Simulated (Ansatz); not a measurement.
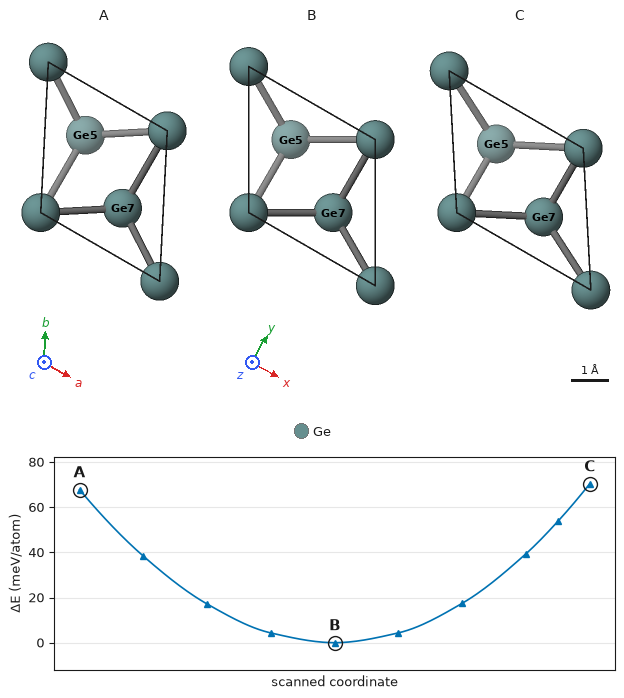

Frames of a one-coordinate scan of crystalline Ge (P6_3/mmc). x, y and z are the Cartesian axes of the input. Style: ball-and-stick. Shown: the cell of the calculation, repeated 1 × 1 × 1 with one cell outlined, along the c axis.

Theory: DFT PBEsol, scalar-relativistic, plane waves, PAW (Ansatz). Settings: plane-wave cutoff 420 eV; k-point mesh 12 × 12 × 4; occupations gaussian; smearing width 0.15 eV; no spin polarisation. Energies (free energies at the smearing named) are counted from the relaxed crystal.

### Which coordinate changes from frame to frame?

The cell is strained along x and oppositely along y, with the atoms kept at their fractional coordinates. In the frames the strain is −0.06 (A), 0.00 (B), 0.06 (C). The lowest computed point lies at the strain 0.00 (0.0 meV/atom). The curvature at zero strain, (1/V) d²E/dε², is about 270 GPa; it is C₁₁ + C₂₂ − 2C₁₂ with clamped ions. The distortion takes the space group from P6_3/mmc to Cmcm. At the strain −0.06 the cell of the drawing goes a 4.004 → 3.764 Å, b 4.004 → 4.130 Å, γ 120.0° → 117.1°.
